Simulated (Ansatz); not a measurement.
**WS2: single-point calculation (part 1 of 2)**

The run: single-point calculation of WS2 (36 atoms in the cell). Method and program: DFT PBE+D3(BJ), scalar-relativistic, plane waves, PAW, no spin polarisation (Ansatz 0.2.0).

The structure derives from a Materials Project entry. It belongs to a series of runs on one base structure; here: the perfect crystal in a cell of 36 atoms. Figures and captions count atoms from 1; the log counts them from 0 in places.

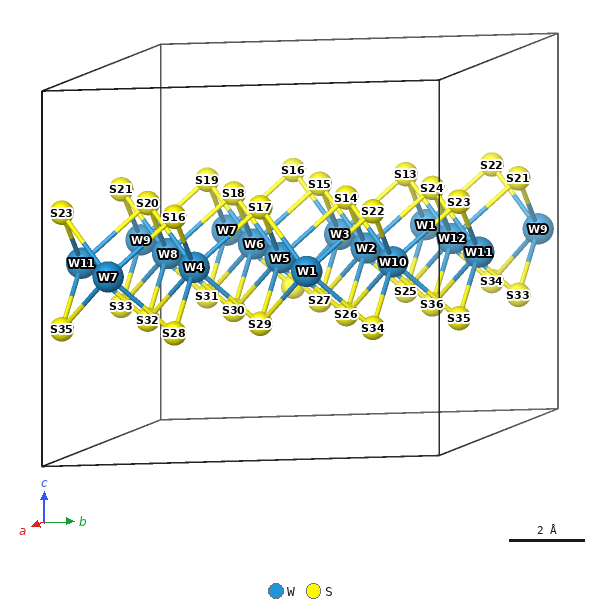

Figure 1. The input geometry (ball-and-stick view of the cell of the calculation, with the vacuum cut short, seen slightly off an axis; atoms are numbered from 1 in the order of the input). An atom can appear more than once, as a periodic image.

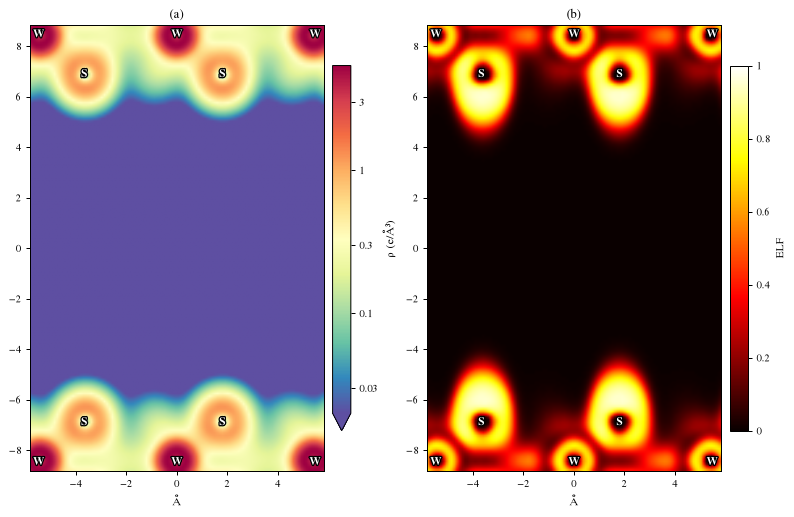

Figure 2. (a) valence charge density (pseudo); (b) ELF on the (100) plane of the calculation cell. Atoms in the plane: W and S. W–S (2.41 Å): ρ is about 0.63 e/Å³ halfway; the ELF is about 0.50 at the midpoint. The density dies away to nearly zero in the voids. The strong features right at W lie inside the PAW spheres (semicore, d or f shells) and say nothing about bonding. In a PAW calculation such maps are meaningful between the atoms, not at the nuclei.

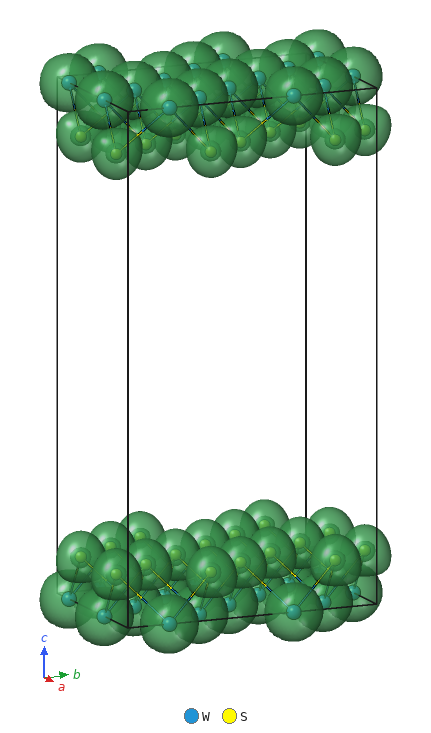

Figure 3. Isosurface of the valence pseudo-density at 0.8 e/Å³ (green), seen slightly off an axis. Sticks mark near contacts. The outline is the calculation cell. At this value the density breaks into separate islands; it holds about 55 % of the electrons treated as valence (semicore included). It is pinched off along the W–S (2.41 Å) contacts. On the grid the lowest density along these lines, outside the cores, is 0.63 e/Å³ (W–S, 2.41 Å).

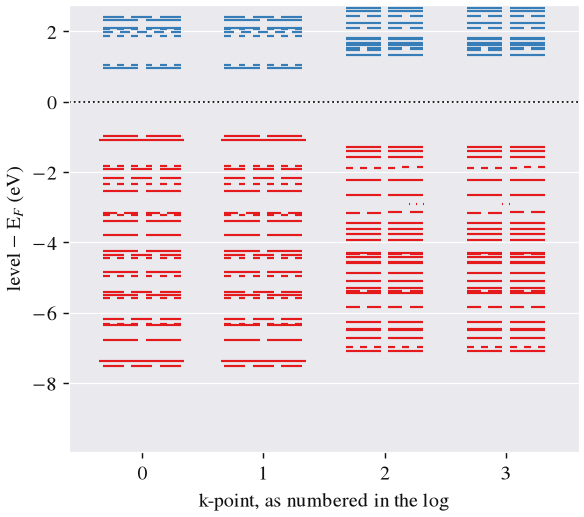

Figure 4. Kohn–Sham levels near the Fermi level (dotted) at the few k-points that the log prints; levels within 0.02 eV of each other stand side by side. Among these points the highest filled and lowest empty levels are 1.92 eV apart, which is the gap on the mesh.

The input and output of the run follow.

**Input**
```yaml
crystal:
  lattice:
    - [9.4791500778, -5.4727898491, 0.0]
    - [-9.4791500778, -5.4727898491, 0.0]
    - [0.0, 0.0, -16.9394671916]
  atoms:
    - { symbol: W, position: [0.0, 0.6666666667, 0.0] }
    - { symbol: W, position: [0.5, 0.6666666667, 0.0] }
    - { symbol: W, position: [0.1666666667, 0.5, 0.0] }
    - { symbol: W, position: [0.8333333333, 0.3333333333, 0.0] }
    - { symbol: W, position: [0.6666666667, 0.5, 0.0] }
    - { symbol: W, position: [0.3333333333, 0.3333333333, 0.0] }
    - { symbol: W, position: [1.0, 0.1666666667, 0.0] }
    - { symbol: W, position: [0.5, 0.1666666667, 0.0] }
    - { symbol: W, position: [0.1666666667, 1.0, 0.0] }
    - { symbol: W, position: [0.8333333333, 0.8333333333, 0.0] }
    - { symbol: W, position: [0.6666666667, 1.0, 0.0] }
    - { symbol: W, position: [0.3333333333, 0.8333333333, 0.0] }
    - { symbol: S, position: [0.1666666667, 0.6666666667, 0.0930373795] }
    - { symbol: S, position: [0.6666666667, 0.6666666667, 0.0930373795] }
    - { symbol: S, position: [0.3333333333, 0.5, 0.0930373795] }
    - { symbol: S, position: [1.0, 0.3333333333, 0.0930373795] }
    - { symbol: S, position: [0.8333333333, 0.5, 0.0930373795] }
    - { symbol: S, position: [0.5, 0.3333333333, 0.0930373795] }
    - { symbol: S, position: [0.1666666667, 0.1666666667, 0.0930373795] }
    - { symbol: S, position: [0.6666666667, 0.1666666667, 0.0930373795] }
    - { symbol: S, position: [0.3333333333, 1.0, 0.0930373795] }
    - { symbol: S, position: [0.0, 0.8333333333, 0.0930373795] }
    - { symbol: S, position: [0.8333333333, 1.0, 0.0930373795] }
    - { symbol: S, position: [0.5, 0.8333333333, 0.0930373795] }
    - { symbol: S, position: [0.1666666667, 0.6666666667, 0.9069626205] }
    - { symbol: S, position: [0.6666666667, 0.6666666667, 0.9069626205] }
    - { symbol: S, position: [0.3333333333, 0.5, 0.9069626205] }
    - { symbol: S, position: [1.0, 0.3333333333, 0.9069626205] }
    - { symbol: S, position: [0.8333333333, 0.5, 0.9069626205] }
    - { symbol: S, position: [0.5, 0.3333333333, 0.9069626205] }
    - { symbol: S, position: [0.1666666667, 0.1666666667, 0.9069626205] }
    - { symbol: S, position: [0.6666666667, 0.1666666667, 0.9069626205] }
    - { symbol: S, position: [0.3333333333, 1.0, 0.9069626205] }
    - { symbol: S, position: [0.0, 0.8333333333, 0.9069626205] }
    - { symbol: S, position: [0.8333333333, 1.0, 0.9069626205] }
    - { symbol: S, position: [0.5, 0.8333333333, 0.9069626205] }
basis:
  ecutwfc: 420
  xc_grid: 2
kpoints:
  mp_grid: { grid: [2, 2, 2], shift: [0.0, 0.0, 0.0] }
hamiltonian:
  xc: pbe
  dispersion: d3bj
scf:
  occupations: { method: gaussian, width: 0.01 }
output:
  forces: true
  stress: true
  eigenvalues: true
  write_density: true
  write_potential: true
  elf: true
  volumetric_format: npy
```

Launched with:
```bash
ansatz run input.yaml --threads 4 --pin off --max-ram 10240MiB --backend cpu --events-out ev --progress --plain --runs-dir out
```

**Log**
```
Engine: ansatz 0.2.0, aarch64-unknown-linux-gnu
Pseudopotentials: kind: paw
Pseudopotential: W, paw, valence charge 14, recommended cutoff 420 eV (normal), W.paw.azcp
Pseudopotential: S, paw, valence charge 6, recommended cutoff 420 eV (normal), S.paw.azcp
Functional definition: PBE
  parameter kappa = 0.804
  parameter beta = 0.06672455060314922
  exchange = pbe_x(kappa = kappa, mu = beta*pi^2/3)
  correlation = pbe_c(beta = beta)
Crystal: 36 atoms, lattice volume = 1757.551 Å³
Basis set: ecut = 420 eV, 34413 PW (Γ), exchange–correlation on 150×150×240 points (8 copies of the dense FFT grid, shifted against one another)
Bands: 192, of which v1, the nominal top of the filled ones, is band 156 counted from 1 (155 counted from 0)
Symmetry: 144 space group operations
Space group: P-6m2 (ITA 187), of the structure as read, at distance tolerance 1.2e-4 Å
k-points: 4 of 8
Non-local potential: W, projectors of the file, l = 0: 3, l = 1: 2, l = 2: 2, l = 3: 1
Non-local potential: S, projectors of the file, l = 0: 2, l = 1: 2, l = 2: 2
PAW form: soft (Blöchl's): semilocal exchange-correlation on the pseudo side does not see the compensation charge
PAW one-centre angular grid: W, 590 points (default); XC on 64 Gauss nodes
PAW one-centre angular grid: S, 110 points (default); XC on 64 Gauss nodes
Initial density: superposition of atomic densities (neutral atoms: chi_scale 0, normalization atom), corrected by the library's trained network
Initial wavefunctions: pseudopotential atomic-orbital guess
Functional: x = pbe(κ = 0.804, μ = 0.2195149727645171), c = pbe(β = 0.06672455060314922)
SCF iter   1: F=—  HF=-146308.250752 eV  |F-HF|=—  |Δ(HF+E_count)|=         —  Δρ=3.51e-3  dr2=2.71e-1  ethr=1.77e-3  ⟨swp⟩=7.5  Hψ=3588  notcnv=0  defer=4
preconditioner: auto → Resta (q_TF=auto, 2.045 Å⁻¹)  ε∞=3.4  [insulator: Δε(μ)=1.921 eV  Ē_g=8.332 eV  σ=0.010 eV  W_gap=1.00  n_scr=262 (ndim 8)  ℏωp=13.0 eV  f_vac=0.607  D(μ)=0.00/eV (n_scr^D=0)  ε∞_Penn≈3.4  vacuum switching on, ρ_ref=5.0e-3 e/Å³]
SCF iter   2: F=—  HF=-146308.278517 eV  |F-HF|=—  |Δ(HF+E_count)|=   2.78e-2  Δρ=1.96e-3  dr2=6.23e-2  ethr=8.69e-5  ⟨swp⟩=3.5  Hψ=1396  notcnv=0  defer=100
SCF iter   3: F=—  HF=-146308.293173 eV  |F-HF|=—  |Δ(HF+E_count)|=   1.47e-2  Δρ=1.13e-3  dr2=1.16e-2  ethr=2.00e-5  ⟨swp⟩=2.5  Hψ=1076  notcnv=0  defer=100
SCF iter   4: F=—  HF=-146308.307921 eV  |F-HF|=—  |Δ(HF+E_count)|=   1.47e-2  Δρ=2.78e-4  dr2=8.34e-4  ethr=3.71e-6  ⟨swp⟩=2.0  Hψ=1144  notcnv=0  defer=100
SCF iter   5: F=—  HF=-146308.308772 eV  |F-HF|=—  |Δ(HF+E_count)|=   8.51e-4  Δρ=5.25e-5  dr2=1.01e-4  ethr=2.67e-7  ⟨swp⟩=2.0  Hψ=1198  notcnv=0  defer=100
SCF iter   6: F=—  HF=-146308.308723 eV  |F-HF|=—  |Δ(HF+E_count)|=   4.87e-5  Δρ=4.94e-6  dr2=7.28e-7  ethr=3.25e-8  ⟨swp⟩=2.2  Hψ=1178  notcnv=0  defer=100
SCF iter   7: F=—  HF=-146308.309896 eV  |F-HF|=—  |Δ(HF+E_count)|=   1.17e-3  Δρ=2.58e-6  dr2=2.20e-7  ethr=3.21e-11  ⟨swp⟩=23.0  Hψ=8086  notcnv=0
SCF iter   8: F=-146308.309896 eV  HF=-146308.309896 eV  |F-HF|=1.01e-8  |Δ(HF+E_count)|=   2.88e-8  Δρ=5.37e-7  dr2=1.31e-8  ethr=3.21e-11  ⟨swp⟩=10.5  Hψ=5473  notcnv=0
SCF 1 converged in 8 iterations: F = -146308.309896 eV  dr2 = 1.31e-8
  greatest PAW one-centre occupation: 1.000 electrons in one spin orbital (limit 2), on the W atom at site 11 (counted from 0), in its partial waves of l = 0
WARN: The output density's exchange-correlation potential varies sharply where the density is thin. Do not read a vacuum level from v_tot or v_xc, or from such a field of the output density. On a cell that repeats whose density bears no net charge and no dipole along the vacuum's axis use v_es (v_loc + v_h of the components); under efield.dipole_correction with no amplitude use v_es + v_field, which holds any external_charges[].barrier, or the levels of the report's work_function block, which leave it out; under a non-zero efield.amplitude the vacuum is tilted and has no level; on a cell that repeats and bears such a dipole with no correction it is tilted too, and efield.dipole_correction with no amplitude gives each side of its ramp a level where efield: is served; in a cell that repeats whose density bears a net charge (total_charge, or a fill off its count) it is curved and has none; of a slab under crystal.periodic whose density bears no net charge use v_es, which has a level on each side, short of where the two are joined; of another it falls or rises all the way out and has none; of a slab beside external_charges read slab_vacuum_level instead, which it has where they leave it neutral. The grid or the basis barely resolves most such structure, and the values can differ between equally converged runs; as a rule a tighter scf.convergence.dr2_threshold does not remove it. Where the density itself ripples (under the LDA too) a higher basis.ecutwfc lessens it. The files hold the spikes' plane waves up to the density's cutoff. Files: v_tot_of_output_density and the like, and their columns of v_z.tsv (output.write_potential); v_xc_of_output_density and the like, and their columns of v_comp_z.tsv (output.write_potential_components). Measured: with its Gaussian average of σ = 0.25 Å subtracted twice, the exchange-correlation potential is over 0.1 eV at 156 of the grid points where the equally averaged density (valence and model cores) is under 1e-3 e/Å³, and 0.207 eV at the most among them, at an averaged density of 1.2e-8 e/Å³. See output.write_potential in the manual, Limitations
SCF converged after 8 iterations
Free energy (F): -146308.309896 eV
Harris-Foulkes:  -146308.309896 eV  (|F-HF|=1.01e-8)
Internal energy: -146308.309896 eV  (E = F + TS)
E sigma→0 (E₀):  -146308.309896 eV
Fermi energy:    1.369757 eV
--- Per-component energies (eV) ---
  E_band       = -5562.600065
  E_kinetic    = 7995.632816
  E_local      = -149944.149822  (includes V_loc(G=0)·N_el)
  E_nonlocal   = 687.446131
  E_hartree    = 71149.543083
  E_xc         = -5545.425011
  E_vxc        = -4979.472822  (∫ρ·V_xc dr)
  E_paw        = -117157.536863  (= ΣΔE_a)
  E_vpaw       = -1621.110380  (= ΣTr[D̂ρ^β])
  E_aug_tail   = -0.000744  (compensation charges beyond the density's cutoff)
  E_ewald      = 46517.368963
  E_disp       = -11.188449  (pairwise vdW)
  E_smearing   = -0.000000  (= −TS)
  E_closure    = 0.000000  (closes the sum)
  Σ components = -146308.309896   (vs F -146308.309896, Δ=0.00e0)
--- Forces (eV/Å), atoms counted from 1 ---
  atom   1  W     -0.00000000     0.00000000    -0.00000000
  atom   2  W      0.00000000     0.00000000     0.00000000
  atom   3  W     -0.00000000     0.00000000    -0.00000000
  atom   4  W     -0.00000000     0.00000000    -0.00000000
  atom   5  W      0.00000000    -0.00000000     0.00000000
  atom   6  W     -0.00000000     0.00000000     0.00000000
  atom   7  W      0.00000000     0.00000000     0.00000000
  atom   8  W      0.00000000    -0.00000000    -0.00000000
  atom   9  W     -0.00000000     0.00000000    -0.00000000
  atom  10  W     -0.00000000     0.00000000     0.00000000
  atom  11  W      0.00000000     0.00000000     0.00000000
  atom  12  W     -0.00000000     0.00000000     0.00000000
  atom  13  S     -0.00000000    -0.00000000    -0.00427834
  atom  14  S     -0.00000000    -0.00000000    -0.00427834
  atom  15  S     -0.00000000    -0.00000000    -0.00427834
  atom  16  S     -0.00000000    -0.00000000    -0.00427834
  atom  17  S     -0.00000000    -0.00000000    -0.00427834
  atom  18  S     -0.00000000    -0.00000000    -0.00427834
  atom  19  S     -0.00000000    -0.00000000    -0.00427834
  atom  20  S     -0.00000000    -0.00000000    -0.00427834
  atom  21  S     -0.00000000    -0.00000000    -0.00427834
  atom  22  S     -0.00000000    -0.00000000    -0.00427834
  atom  23  S     -0.00000000    -0.00000000    -0.00427834
  atom  24  S     -0.00000000    -0.00000000    -0.00427834
  atom  25  S     -0.00000000    -0.00000000     0.00427834
  atom  26  S     -0.00000000    -0.00000000     0.00427834
  atom  27  S     -0.00000000    -0.00000000     0.00427834
  atom  28  S     -0.00000000    -0.00000000     0.00427834
  atom  29  S     -0.00000000    -0.00000000     0.00427834
  atom  30  S     -0.00000000    -0.00000000     0.00427834
  atom  31  S     -0.00000000    -0.00000000     0.00427834
  atom  32  S     -0.00000000    -0.00000000     0.00427834
  atom  33  S     -0.00000000    -0.00000000     0.00427834
  atom  34  S     -0.00000000    -0.00000000     0.00427834
  atom  35  S      0.00000000    -0.00000000     0.00427834
  atom  36  S     -0.00000000    -0.00000000     0.00427834
  max |Σ_I F_I| component: 3.61e-17 eV/Å
```
